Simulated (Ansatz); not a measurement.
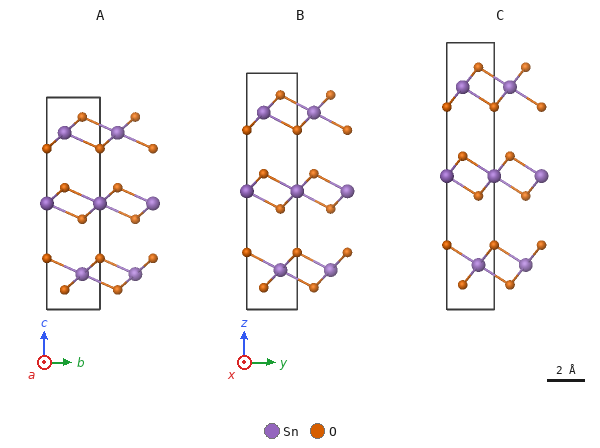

A scan of a crystal of SnO₂ (R-3m): the ratio of the cell's length along z to its lengths across, counted as 1 for the reference, is changed at fixed volume (a c/a path), with the atoms kept at their fractional coordinates. x, y and z are the Cartesian axes of the input. Style: ball-and-stick. Shown: the conventional cell (3 times the calculation's cell), repeated 2 × 2 × 1 with one cell outlined, along the a axis. Lengths and directions refer to the drawn axes.

The calculation used DFT r2SCAN, scalar-relativistic, plane waves, PAW (Ansatz). Set-up: plane-wave cutoff 500 eV; k-point mesh 12 × 12 × 12; occupations gaussian; smearing width 0.05 eV; no spin polarisation. Energies (free energies at the smearing named) are counted from the relaxed crystal.

Order these geometries by energy, lowest first.

Lowest first: B (the relative ratio 1.00, 0.0 meV/atom), A (the relative ratio 0.85, 71.9 meV/atom), C (the relative ratio 1.20, 128.4 meV/atom). Over the whole scan: the lowest computed point lies at the relative ratio 1.00 (0.0 meV/atom). The end points stand at 71.9 meV/atom (0.85) and 128.4 meV/atom (1.20). The distortion keeps the space group R-3m. At the relative ratio 1.20 the cell of the drawing goes a 3.210 → 3.020 Å, b 3.210 → 3.020 Å, c 13.065 → 14.753 Å.
